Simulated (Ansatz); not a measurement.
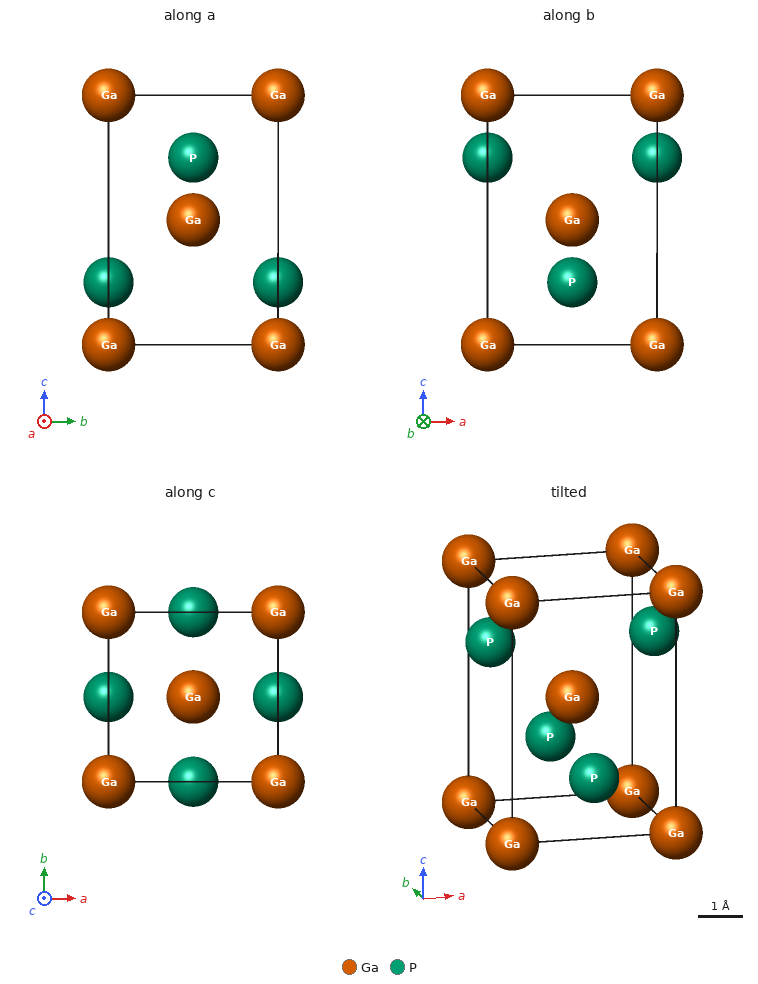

Spheres-only drawing of the structure, looking along the a axis, along the b axis, along the c axis and slightly off an axis. The parallelepiped is the conventional unit cell.

Lattice parameters: a = 3.8543 Å, b = 3.8543 Å, c = 5.6688 Å, α = 90.000°, β = 90.000°, γ = 90.000°.

> Transcribe the picture into a CIF in P1 with every atom of the cell.

```cif
data_structure
_symmetry_space_group_name_H-M 'P 1'
_symmetry_Int_Tables_number 1
_cell_length_a 3.8543
_cell_length_b 3.8543
_cell_length_c 5.6688
_cell_angle_alpha 90.000
_cell_angle_beta 90.000
_cell_angle_gamma 90.000
_cell_volume 84.21
loop_
_atom_site_label
_atom_site_type_symbol
_atom_site_fract_x
_atom_site_fract_y
_atom_site_fract_z
_atom_site_occupancy
Ga1 Ga 0.0000 0.0000 0.0000 1
P1 P 0.5000 0.0000 0.2500 1
Ga2 Ga 0.5000 0.5000 0.5000 1
P2 P 0.0000 0.5000 0.7500 1
```

Its origin is a structure type filled with these elements by a generator (whether the compound takes this form wasn't checked). The cell was then strained or its atoms displaced on purpose. It was run through Ansatz as a DFT input.
